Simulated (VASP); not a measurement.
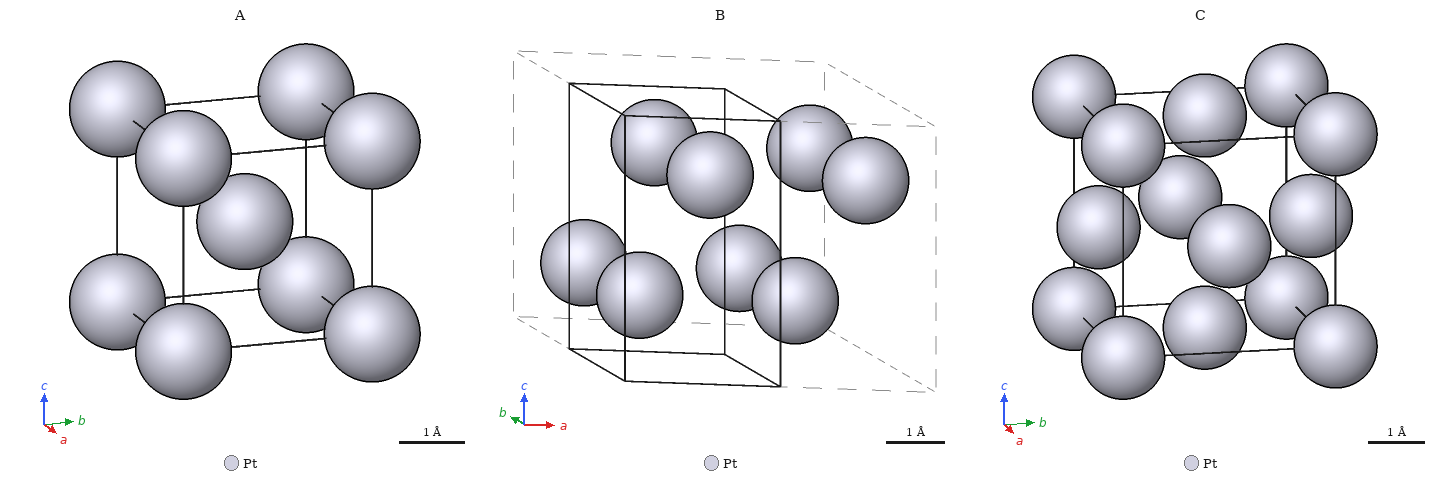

Three structures of Pt, each relaxed (cell and atoms) at zero pressure; conventional cells in solid outline, small ones repeated, each panel with its own scale. Alike in all runs: VASP 6.6.1; functional PBEsol; VASP's PAW PBE potentials, release 64 (Pt); cutoff 300 eV; occupations gaussian, width 0.1 eV; no spin polarisation; no spin-orbit coupling. The k meshes have like spacings.

Name the structure in each panel.

Answer. A: body-centred cubic (W type), Im-3m; B: hexagonal close-packed (Mg type), P6₃/mmc; C: face-centred cubic (Cu type), Fm-3m.

Rank them by energy, lowest first.

Answer. C, then B (+62 meV/atom) and A (+104 meV/atom), static energies at zero smearing.

Collect the results in a table.

Answer.
| panel | space group | E − E(lowest) (meV/atom) | volume (Å³/atom) |
| --- | --- | --- | --- |
| C | Fm-3m | 0 | 15.0 |
| B | P6₃/mmc | 62 | 15.1 |
| A | Im-3m | 104 | 15.1 |

The starts are database entries or structure types tried for this composition, and the most stable form need not be among them.

Caveat: spin-orbit coupling is left out, which matters for Pt, if less for volumes and forces than for levels.
